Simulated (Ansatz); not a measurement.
# CdF$_{2}$: what the fields show

Input

```
crystal:
  lattice:
    - [5.809140533, 0.0, 0.0]
    - [0.0, 3.5271530389, 0.0]
    - [0.0, 0.0, 6.8889284231]
  atoms:
    - { symbol: Cd, position: [0.7466779863, 0.25, 0.1113657655] }
    - { symbol: Cd, position: [0.2466779863, 0.25, 0.3886342345] }
    - { symbol: Cd, position: [0.2533220137, 0.75, 0.8886342345] }
    - { symbol: Cd, position: [0.7533220137, 0.75, 0.6113657655] }
    - { symbol: F, position: [0.6422509902, 0.25, 0.4241203613] }
    - { symbol: F, position: [0.1422509902, 0.25, 0.0758796387] }
    - { symbol: F, position: [0.3577490098, 0.75, 0.5758796387] }
    - { symbol: F, position: [0.8577490098, 0.75, 0.9241203613] }
    - { symbol: F, position: [0.519361016, 0.25, 0.8348899091] }
    - { symbol: F, position: [0.019361016, 0.25, 0.6651100909] }
    - { symbol: F, position: [0.480638984, 0.75, 0.1651100909] }
    - { symbol: F, position: [0.980638984, 0.75, 0.3348899091] }
kpoints:
  mp_grid: { grid: [6, 8, 4] }
  band_path:
    path:
      - [0.0, 0.0, 0.0]
      - [0.5, 0.0, 0.0]
      - [0.5, 0.5, 0.0]
      - [0.0, 0.5, 0.0]
      - [0.0, 0.0, 0.5]
      - [0.5, 0.0, 0.5]
      - [0.5, 0.5, 0.5]
      - [0.0, 0.5, 0.5]
    npoints: 1
hamiltonian:
  xc: r2scan
  dispersion: rvv10
scf:
  occupations: { method: fermi_dirac, width: 0.03 }
  n_extra_bands: 7
output:
  forces: true
  stress: true
  eigenvalues: true
  write_density: true
  write_potential: true
  elf: true
  volumetric_format: npy
```

Launched as:

```sh
ansatz run input.yaml --threads 4 --pin off --max-ram 4608MiB --backend cpu --events-out ev --progress --plain --runs-dir out
```

Below, planes, directions and counts refer to the conventional cell (a = 5.81 Å, b = 3.53 Å, c = 6.89 Å, α = 90.00°, β = 90.00°, γ = 90.00°).

Space group Pnma; a structure from a database of computed crystals, not necessarily the ambient phase; started from the database structure prototype, which need not be the ambient phase.

Level of theory: Ansatz 0.2.0, DFT, r2SCAN+rVV10, plane waves, PAW.

The density is the valence pseudo-density of a PAW calculation; it isn't the true density close to the nuclei.

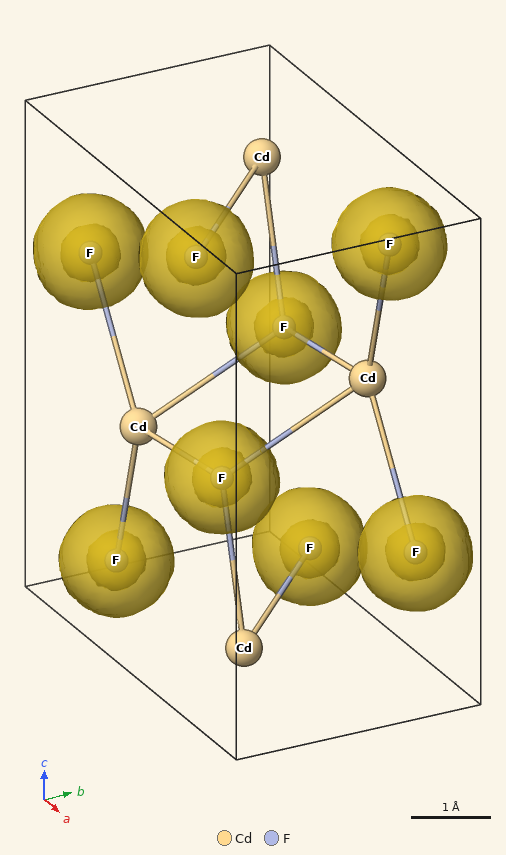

Figure 1. Isosurface of the electron localisation function at 0.75 (yellow), seen at an oblique angle. Core shells and regions of very low density are left out. Sticks mark near contacts.

> Describe the localisation domains.

At this value the surface marks out eight regions wrapped around F (the valence shell of each), counted in one cell of 12 atoms. Regions shared between cells count once. Profiles from the grid: Cd–F (2.24 Å): the ELF peaks at about 0.80 in the valence shell of F, 0.6 Å from its nucleus, and drops to about 0.05 between the two atoms; no localised pair shows between them. Cd–F (2.31 Å): the ELF peaks at about 0.80 in the valence shell of F, 0.6 Å from its nucleus, and drops to about 0.05 between the two atoms (no shared electron pair shows on this line).

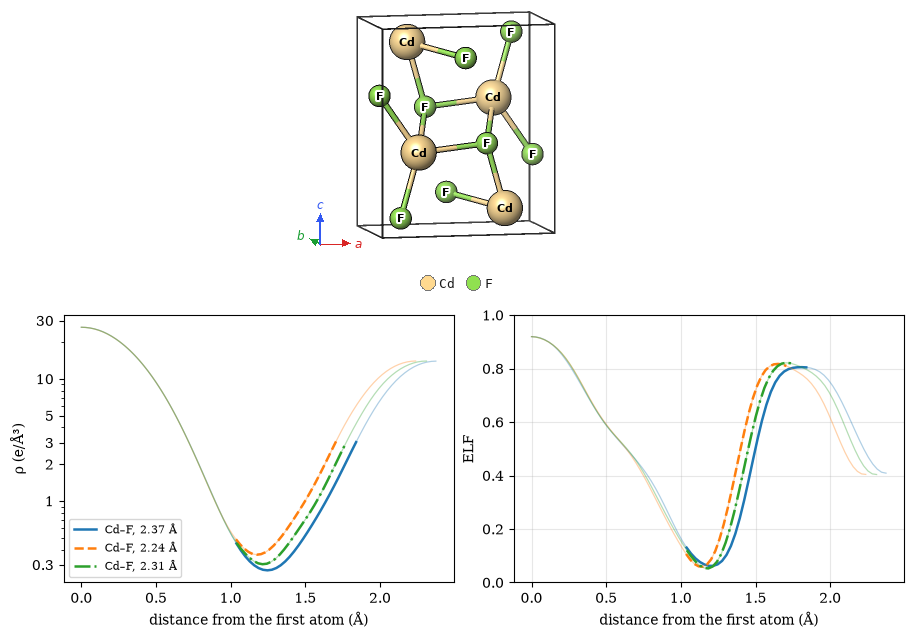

Figure 2. Valence pseudo-density and ELF along straight lines between neighbouring atoms. Thin, pale parts lie inside the atomic spheres. The structure is drawn too.

> What can be read from the curves?

Cd–F (2.37 Å): ρ is about 0.28 e/Å³ halfway; the ELF is about 0.05 at the midpoint; no localised pair shows between them.
Cd–F (2.24 Å): ρ is about 0.38 e/Å³ halfway; the ELF peaks at about 0.80 in the valence shell of F, 0.6 Å from its nucleus, and drops to about 0.05 between the two atoms: no localised pair shows between them.
Cd–F (2.31 Å): ρ at the midpoint is about 0.32 e/Å³; the ELF peaks at about 0.80 in the valence shell of F, 0.6 Å from its nucleus, and drops to about 0.05 between the two atoms (no localised pair shows between them).

> Does the calculation make it a metal, or give it a gap?

It is gapped, with a Kohn–Sham gap of 3.8 eV on the k-point mesh (the band edges may lie off the mesh, which would make the gap smaller).
